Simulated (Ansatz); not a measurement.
Run report: HfO₂, geometry relaxation

HfO₂ (P4₂/mnm, 6 atoms in the cell), computed with DFT r2SCAN, scalar-relativistic, plane waves, PAW, no spin polarisation (Ansatz 0.2.0).

The structure was made by swapping elements on the sites of another compound; it need not be a known phase. It belongs to a series of runs on one base structure; here: Ti -> Hf on all its sites, cell and atoms relaxed.

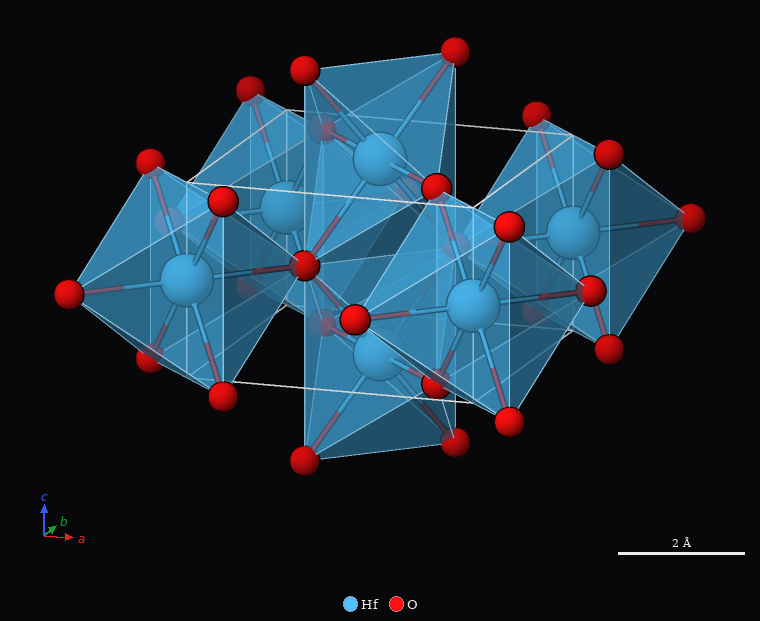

Fig. 1: The input geometry (polyhedral view of the cell of the calculation, seen slightly off an axis; polyhedra are completed across the faces of the cell). An atom can appear more than once, as a periodic image.

### Input
```yaml
crystal:
  lattice:
    - [4.838569659, 0.0, 0.0]
    - [0.0, 4.838569659, 0.0]
    - [0.0, 0.0, 3.220502233]
  atoms:
    - { symbol: Hf, position: [0.5, 0.5, 0.0] }
    - { symbol: Hf, position: [0.0, 0.0, 0.5] }
    - { symbol: O, position: [0.6948832834, 0.6948832834, 0.5] }
    - { symbol: O, position: [0.8051167166, 0.1948832834, 0.0] }
    - { symbol: O, position: [0.1948832834, 0.8051167166, 0.0] }
    - { symbol: O, position: [0.3051167166, 0.3051167166, 0.5] }
basis:
  ecutwfc: 500
kpoints:
  mp_grid: { grid: [6, 6, 8] }
hamiltonian:
  xc: r2scan
scf:
  occupations: { method: gaussian, width: 0.02 }
output:
  forces: true
  stress: true
  eigenvalues: true
  write_density: true
  write_potential: true
  elf: true
  volumetric_format: npy
relax:
  adjacent_minimum: "off"
  f_tol: 0.01
  max_steps: 60
  cell: { stress_tol: 0.1 }
```

Run on 2 threads of Intel Xeon (Sapphire Rapids), 32 GiB of memory available, shared host.

Run as:
```bash
ansatz run input.yaml --threads 2 --pin off --max-ram 5120MiB --backend cpu --events-out ev --progress --plain --runs-dir out
```

### What the program printed
```
Engine: ansatz 0.2.0, x86_64-unknown-linux-gnu
Pseudopotentials: kind: paw
Pseudopotential: Hf, paw, valence charge 26, recommended cutoff 500 eV (meta_gga), Hf.paw.azcp
Pseudopotential: O, paw, valence charge 6, recommended cutoff 500 eV (meta_gga), O.paw.azcp
Functional definition: r2SCAN
  parameter k0 = 0.174
  parameter k1 = 0.065
  parameter a1 = 4.9479
  exchange = r2scan_x(k0 = k0, k1 = k1, a1 = a1)
  correlation = r2scan_c
Crystal: 6 atoms, lattice volume = 75.398 Å³
Basis set: ecut = 500 eV, 1931 PW (Γ), exchange–correlation on 144×144×96 points (64 copies of the dense FFT grid, shifted against one another)
Bands: 46, of which v1, the nominal top of the filled ones, is band 38 counted from 1 (37 counted from 0)
Symmetry: 16 space group operations
Space group: P42/mnm (ITA 136), of the structure as read, at distance tolerance 4.2e-5 Å
k-points: 50 of 288
Non-local potential: Hf, projectors of the file, l = 0: 3, l = 1: 2, l = 2: 2, l = 3: 3
Non-local potential: O, projectors of the file, l = 0: 2, l = 1: 2, l = 2: 1
PAW form: soft (Blöchl's): semilocal exchange-correlation on the pseudo side does not see the compensation charge
PAW frozen core: Hf, regenerated for the run's functional (the file was generated under x = pbe(κ = 0.804, μ = 0.2195149727645171), c = pbe(β = 0.06672455060314922))
PAW frozen core: O, regenerated for the run's functional (the file was generated under x = pbe(κ = 0.804, μ = 0.2195149727645171), c = pbe(β = 0.06672455060314922))
PAW one-centre angular grid: Hf, 974 points (default); XC on 160 Gauss nodes
PAW one-centre angular grid: O, 302 points (default); XC on 160 Gauss nodes
Initial density: superposition of atomic densities (neutral atoms: chi_scale 0, normalization atom), corrected by the library's trained network
Initial wavefunctions: pseudopotential atomic-orbital guess
Functional: x = r2scan, c = r2scan; τ floored in thin density (d = 2e-4 eV/Å³)
SCF iter   1: F=—  HF=-33752.564579 eV  |F-HF|=—  |Δ(HF+E_count)|=         —  Δρ=1.09e-2  dr2=7.86e-2  dr2_τ=4.03e-1  ethr=1.77e-3  ⟨swp⟩=6.2  Hψ=7486  notcnv=0  defer=1
preconditioner: auto → Resta (q_TF=auto, 2.732 Å⁻¹)  ε∞=4.6  [insulator: Δε(μ)=4.689 eV  Ē_g=18.994 eV  σ=0.020 eV  W_gap=1.00  n_scr=30 (ndim 8)  ℏωp=36.3 eV  f_vac=0.090  D(μ)=0.00/eV (n_scr^D=0)  ε∞_Penn≈4.6]
SCF iter   2: F=—  HF=-33752.622661 eV  |F-HF|=—  |Δ(HF+E_count)|=   5.81e-2  Δρ=5.38e-3  dr2=1.66e-2  dr2_τ=3.07e-3  ethr=1.03e-4  ⟨swp⟩=2.3  Hψ=4922  notcnv=0  defer=91
SCF iter   3: F=—  HF=-33752.621608 eV  |F-HF|=—  |Δ(HF+E_count)|=   1.05e-3  Δρ=3.41e-3  dr2=4.23e-3  dr2_τ=7.72e-4  ethr=2.19e-5  ⟨swp⟩=2.0  Hψ=3818  notcnv=0  defer=91
SCF iter   4: F=—  HF=-33752.621610 eV  |F-HF|=—  |Δ(HF+E_count)|=   1.22e-6  Δρ=8.20e-4  dr2=5.22e-4  dr2_τ=9.70e-5  ethr=5.57e-6  ⟨swp⟩=2.0  Hψ=3153  notcnv=0  defer=91
SCF iter   5: F=—  HF=-33752.621591 eV  |F-HF|=—  |Δ(HF+E_count)|=   1.90e-5  Δρ=2.20e-4  dr2=2.11e-5  dr2_τ=3.12e-6  ethr=6.87e-7  ⟨swp⟩=2.0  Hψ=3976  notcnv=0  defer=91
SCF iter   6: F=—  HF=-33752.621603 eV  |F-HF|=—  |Δ(HF+E_count)|=   1.19e-5  Δρ=6.27e-5  dr2=2.52e-6  dr2_τ=3.45e-7  ethr=2.78e-8  ⟨swp⟩=2.0  Hψ=2809  notcnv=0  defer=91
SCF iter   7: F=—  HF=-33752.621602 eV  |F-HF|=—  |Δ(HF+E_count)|=   1.45e-7  Δρ=1.26e-5  dr2=1.57e-7  dr2_τ=1.05e-8  ethr=3.32e-9  ⟨swp⟩=2.0  Hψ=3696  notcnv=0  defer=91
SCF iter   8: F=-33752.621602 eV  HF=-33752.621602 eV  |F-HF|=1.72e-9  |Δ(HF+E_count)|=   1.32e-8  Δρ=2.03e-6  dr2=4.30e-9  dr2_τ=4.57e-10  ethr=1.32e-10  ⟨swp⟩=12.2  Hψ=15147  notcnv=0
SCF 1 converged in 8 iterations: F = -33752.621602 eV  dr2 = 4.30e-9
  greatest PAW one-centre occupation: 0.999 electrons in one spin orbital (limit 2), on the Hf atom at site 1 (counted from 0), in its partial waves of l = 3
relax step   1: F+E_penalty+E_count = -33752.62160239 eV  Δ(F+E_penalty+E_count) = +0.000e0 eV  max|allowed force component| = 3.729e-3 eV/Å  Δτ_max = 0.0000 Å  P = -0.042 GPa  Ω = 75.398 Å³  (8 SCF iters, dr2 threshold 1.00e-7 eV, accepted)
Initial density: handed on by an earlier stage of this run
Initial wavefunctions: pseudopotential atomic-orbital guess (no wavefunctions were taken with the density)
iter 1 solved again at ethr=8.96e-8 eV; its pass at ethr=3.10e-3 eV (dr2=6.81e-5 eV) is discarded
SCF iter   1: F=—  HF=-33752.621603 eV  |F-HF|=—  |Δ(HF+E_count)|=         —  Δρ=1.90e-6  dr2=3.64e-9  dr2_τ=5.13e-10  ethr=8.96e-8  ⟨swp⟩=3.2  Hψ=14210  notcnv=0
eigensolver tolerance schedule: the retry pair's looser diagonalisation over-reported the residual by 18732.35 of it (diagonalisation noise at 1.18 of the residual, at the tolerance the schedule requests for it); recorded, not acted on — ethr = c·dr2/N_el stays at c = 1.0e-1
preconditioner: auto → Resta (q_TF=auto, 2.732 Å⁻¹)  ε∞=4.7  [insulator: Δε(μ)=4.533 eV  Ē_g=18.809 eV  σ=0.020 eV  W_gap=1.00  n_scr=30 (ndim 8)  ℏωp=36.3 eV  f_vac=0.096  D(μ)=0.00/eV (n_scr^D=0)  ε∞_Penn≈4.7]
SCF iter   2: F=—  HF=-33752.621602 eV  |F-HF|=—  |Δ(HF+E_count)|=   5.36e-7  Δρ=1.72e-6  dr2=2.55e-9  dr2_τ=1.38e-10  ethr=4.79e-12  ⟨swp⟩=3.0  Hψ=5699  notcnv=0
SCF iter   3: F=—  HF=-33752.621602 eV  |F-HF|=—  |Δ(HF+E_count)|=  2.47e-10  Δρ=1.02e-6  dr2=1.15e-9  dr2_τ=2.72e-11  ethr=3.36e-12  ⟨swp⟩=2.0  Hψ=2993  notcnv=0
SCF iter   4: F=-33752.621602 eV  HF=-33752.621602 eV  |F-HF|=0.00e0  |Δ(HF+E_count)|=  2.76e-10  Δρ=2.54e-7  dr2=2.59e-11  dr2_τ=1.26e-11  ethr=1.00e-12  ⟨swp⟩=4.6  Hψ=11777  notcnv=0
SCF 2 converged in 4 iterations: F = -33752.621602 eV  dr2 = 2.59e-11
relax step   2: F+E_penalty+E_count = -33752.62160239 eV  Δ(F+E_penalty+E_count) = -2.023e-9 eV  max|allowed force component| = 3.716e-3 eV/Å  Δτ_max = 0.0000 Å  P = -0.042 GPa  Ω = 75.398 Å³  stress off target by 4.53e-2 GPa  SCF on the basis re-selected at this cell (its energy is not comparable with the rows above)  (4 SCF iters)
```

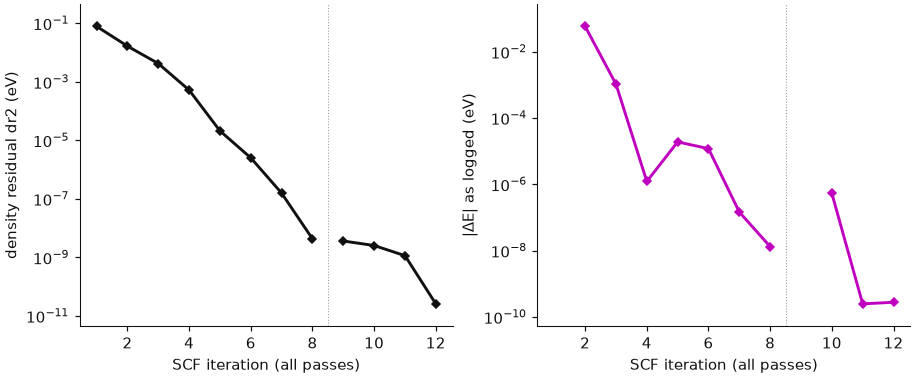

Fig. 2: Convergence of the self-consistent field: density residual dr2 and size of the energy change against the SCF iteration. The dotted lines part the SCF passes of the relaxation: geometry steps, rejected trials and re-solves on a re-selected basis. The passes take 8 and 4 iterations.

```
basis re-selected at this cell: Δ(F+E_penalty+E_count) = -2.023e-9 eV, ΔP = -0.000 GPa vs the last step (what re-selecting the basis moved, of the pressure what is left beyond the Pulay correction that the steps carried, after the strain that the cell walked since its last selection, with what the two solves' SCF thresholds leave and, on support functions, any second-order correction that the steps lacked; it is no measure of the basis error at this ecutwfc). This SCF's stress stands 4.53e-2 GPa from its target on what of the cell is left free (relax.cell.stress_tol is 1.00e-1 GPa) and its largest allowed force component is 3.72e-3 eV/Å (relax.f_tol is 1.00e-2 eV/Å): within both
SCF converged after 4 iterations
Free energy (F): -33752.621602 eV
Harris-Foulkes:  -33752.621602 eV  (|F-HF|=0.00e0)
Internal energy: -33752.621602 eV  (E = F + TS)
E sigma→0 (E₀):  -33752.621602 eV
Fermi energy:    14.276546 eV
--- Per-component energies (eV) ---
  E_band       = -182.350857
  E_kinetic    = 1546.728510
  E_local      = -13027.911085  (includes V_loc(G=0)·N_el)
  E_nonlocal   = -2304.028529
  E_hartree    = 5929.711443
  E_xc         = -860.680941
  E_vxc        = -1009.340321  (∫ρ·V_xc dr)
  E_paw        = -14544.258062  (= ΣΔE_a)
  E_vpaw       = 2696.987347  (= ΣTr[D̂ρ^β])
  E_aug_tail   = 0.004046  (compensation charges beyond the density's cutoff)
  E_vtau       = 55.786098  (kinetic-family band-sum trace: ∫τ·v_τ [+ j·A + Jᵃ·Aᵃ] dr)
  E_ewald      = -10492.702264
  E_core_change = 0.515280  (= ΣΔE_core)
  E_smearing   = -0.000000  (= −TS)
  E_closure    = -0.000000  (closes the sum)
  Σ components = -33752.621602   (vs F -33752.621602, Δ=0.00e0)
--- Forces (eV/Å), atoms counted from 1 ---
  atom   1  Hf     0.00000000     0.00000000     0.00000000
  atom   2  Hf     0.00000000    -0.00000000     0.00000000
  atom   3  O      0.00371562     0.00371562     0.00000000
  atom   4  O     -0.00371562     0.00371562     0.00000000
  atom   5  O      0.00371562    -0.00371562     0.00000000
  atom   6  O     -0.00371562    -0.00371562     0.00000000
  max |Σ_I F_I| component: 8.67e-19 eV/Å
--- Stress (GPa, compression-positive) ---
       -0.045317       0.000000       0.000000
        0.000000      -0.045317       0.000000
        0.000000       0.000000      -0.036253
  P = ⅓ Tr σ = -0.0423 GPa (-0.423 kbar)
--- Band table (eV; the first three rows and the last of 50) ---
  k-point 0: bands = ["-49.9407", "-49.9305", "-18.2403", "-18.2403", "-17.9286", "-17.9286", "-17.8071", "-17.7465", "-6.5905", "-5.8479", "-4.7505", "-4.7505", "1.6936", "1.6936", "1.7033", "1.7408", "1.7453", "1.7453", "1.7509", "1.7509", "1.7732", "1.7798", "1.7972", "1.8022", "1.8749", "1.8749", "6.5229", "6.9665", "7.7041", "8.4414", "8.4414", "10.1738", "10.1738", "10.3900", "11.3363", "11.6011", "11.6011", "12.0103", "16.5428", "16.6859", "17.7808", "18.1569", "18.1569", "18.9721", "20.4497", "20.9056"]
  k-point 1: bands = ["-49.9373", "-49.9279", "-18.2127", "-18.2127", "-17.9270", "-17.9270", "-17.9011", "-17.8475", "-6.4097", "-5.7169", "-4.8555", "-4.8555", "1.6986", "1.6986", "1.7094", "1.7425", "1.7469", "1.7469", "1.7521", "1.7521", "1.7703", "1.7758", "1.7926", "1.7940", "1.8619", "1.8619", "6.7763", "7.1574", "7.8674", "8.4263", "8.4263", "9.9583", "10.3613", "10.3613", "10.8067", "11.4094", "11.4094", "11.9064", "16.8505", "17.1525", "17.6681", "18.1092", "18.1092", "19.3523", "20.2269", "21.1927"]
  k-point 2: bands = ["-49.9289", "-49.9217", "-18.1413", "-18.1413", "-18.1193", "-18.0821", "-17.9270", "-17.9270", "-5.9651", "-5.4212", "-5.1051", "-5.1051", "1.7119", "1.7119", "1.7297", "1.7417", "1.7485", "1.7485", "1.7570", "1.7570", "1.7634", "1.7663", "1.7711", "1.7956", "1.8318", "1.8318", "7.4369", "7.6138", "8.3410", "8.4943", "8.4943", "9.0691", "9.7892", "10.6764", "10.6764", "10.9355", "10.9355", "11.5385", "17.4671", "17.5167", "18.0214", "18.1955", "18.1955", "19.6363", "20.3646", "21.8738"]
  k-point 49: bands = ["-49.9150", "-49.9150", "-18.4001", "-18.4001", "-17.9973", "-17.9973", "-17.9750", "-17.9750", "-5.5038", "-5.5038", "-5.1070", "-5.1070", "1.7401", "1.7401", "1.7461", "1.7461", "1.7483", "1.7483", "1.7536", "1.7536", "1.7559", "1.7559", "1.7901", "1.7901", "1.7994", "1.7994", "7.9280", "7.9280", "8.0281", "8.0281", "8.8961", "8.8961", "9.9786", "9.9786", "10.9458", "10.9458", "11.5230", "11.5230", "17.6795", "17.6795", "18.4160", "18.4160", "18.9852", "18.9852", "21.9395", "21.9395"]
--- Relaxed structure (1 steps of the walk, 1 accepted, 1 SCFs on fresh bases) ---
  F+E_penalty+E_count = -33752.62160239 eV   max|allowed force component| = 3.716e-3 eV/Å   (the final SCF, on the basis selected at the relaxed cell)
  cell:  # Å, volume = 75.3976 Å³
    - [4.838569659, 0.0, 0.0]
    - [0.0, 4.838569659, 0.0]
    - [0.0, 0.0, 3.220502233]
  atoms:
    - { symbol: Hf, position: [0.5, 0.5, 0.0] }
    - { symbol: Hf, position: [0.0, 0.0, 0.49999999999999994] }
    - { symbol: O, position: [0.6948832834, 0.6948832834, 0.49999999999999994] }
    - { symbol: O, position: [0.8051167166, 0.1948832834, 0.0] }
    - { symbol: O, position: [0.1948832834, 0.8051167166, 0.0] }
    - { symbol: O, position: [0.30511671660000006, 0.30511671660000006, 0.49999999999999994] }
```

### Trajectory as extended XYZ (Å, eV, eV/Å), 2 frames, from step=1 to step=2
```
6
Lattice="4.8386 0.0000 0.0000 0.0000 4.8386 0.0000 0.0000 0.0000 3.2205" Properties=species:S:1:pos:R:3:forces:R:3 step=1 energy=-33752.62160 pressure_GPa=-0.04
Hf    2.4193    2.4193    0.0000    0.0000   0.0000   0.0000
Hf    0.0000    0.0000    1.6103    0.0000   0.0000   0.0000
O     3.3622    3.3622    1.6103    0.0037   0.0037   0.0000
O     3.8956    0.9430    0.0000   -0.0037   0.0037   0.0000
O     0.9430    3.8956    0.0000    0.0037  -0.0037   0.0000
O     1.4763    1.4763    1.6103   -0.0037  -0.0037   0.0000
6
Lattice="4.8386 0.0000 0.0000 0.0000 4.8386 0.0000 0.0000 0.0000 3.2205" Properties=species:S:1:pos:R:3:forces:R:3 step=2 energy=-33752.62160 pressure_GPa=-0.04
Hf    2.4193    2.4193    0.0000    0.0000   0.0000   0.0000
Hf    0.0000    0.0000    1.6103    0.0000   0.0000   0.0000
O     3.3622    3.3622    1.6103    0.0037   0.0037   0.0000
O     3.8956    0.9430    0.0000   -0.0037   0.0037   0.0000
O     0.9430    3.8956    0.0000    0.0037  -0.0037   0.0000
O     1.4763    1.4763    1.6103   -0.0037  -0.0037   0.0000
```

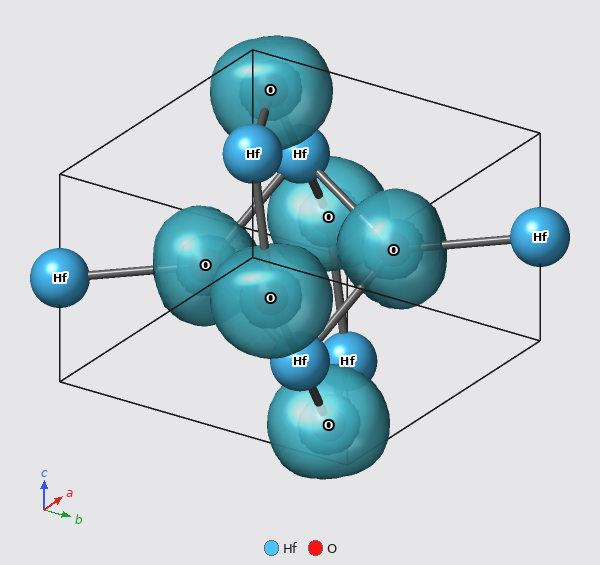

Fig. 3: Isosurface of the electron localisation function at 0.75 (cyan), seen at an oblique angle. Core shells and regions of very low density are left out. Sticks mark near contacts. The outline is the cell set on symmetry axes. Values along the shortest contacts: Hf–O (2.09 Å): the ELF peaks at about 0.85 in the valence shell of O, 0.6 Å from its nucleus, and drops to about 0.15 between the two atoms. In a PAW calculation such maps are meaningful between the atoms, not at the nuclei.

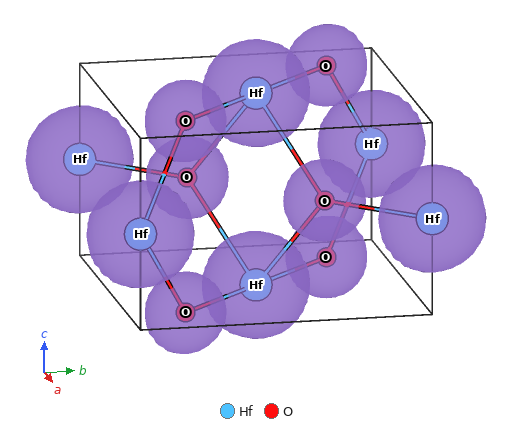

Fig. 4: Isosurface of the valence pseudo-density at 1.5 e/Å³ (purple), seen slightly off an axis. Sticks mark near contacts. The outline is the cell set on symmetry axes. At this value the density breaks into separate islands; it holds about 75 % of the electrons treated as valence (semicore included). It is pinched off along the Hf–O (2.09 Å) contacts. On the grid the lowest density along these lines, outside the cores, is 0.69 e/Å³ (Hf–O, 2.09 Å).

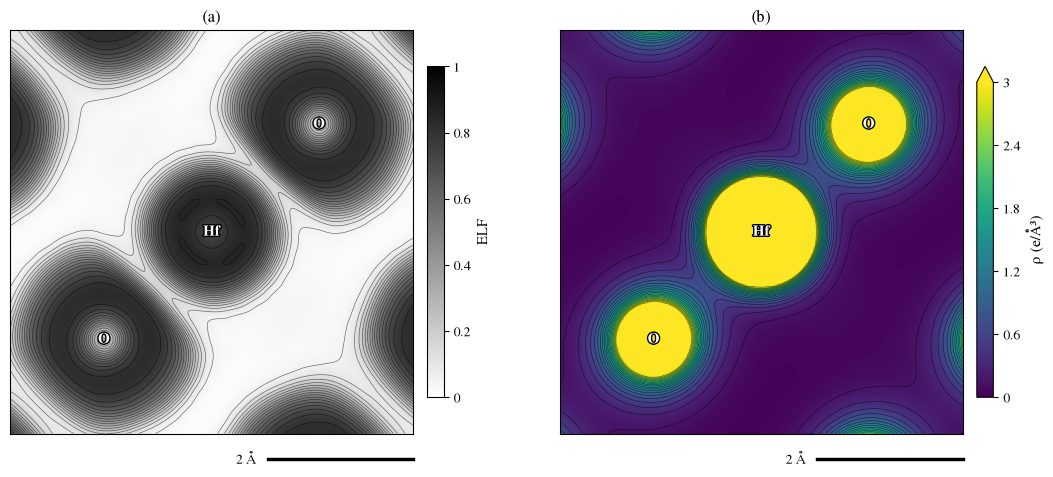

Fig. 5: (a) electron localisation function; (b) valence charge density (pseudo) on the (001) plane of the conventional cell. The section cuts through Hf and O sites. Hf–O (2.09 Å): ρ at the midpoint is about 0.74 e/Å³; the ELF peaks at about 0.85 in the valence shell of O, 0.6 Å from its nucleus, and drops to about 0.15 between the two atoms. Away from the nuclei the density in this plane falls to 0.03 e/Å³ at its lowest. The strong features right at Hf lie inside the PAW spheres (semicore, d or f shells) and say nothing about bonding.

### Key numbers

| quantity | value |
| --- | --- |
| outcome | converged |
| space group (tolerance 0.01 Å) | P4₂/mnm (136) |
| electrons treated | 76 |
| free energy | −33752.6216 eV |
| Fermi energy | 14.277 eV |
| gap on the k-point mesh | 4.53 eV |
| pressure | −0.04 GPa |
| final volume | 75.40 Å³ |
| largest force (length of the vector) at the end | 0.005 eV/Å |
| final cell | a = 4.839 Å, b = 4.839 Å, c = 3.221 Å, α = 90.00°, β = 90.00°, γ = 90.00° |
| wall time | 13 s (CPU time 25 s) |
| peak memory | 0.68 GiB |

Spin–orbit coupling is left out, which matters for Hf.
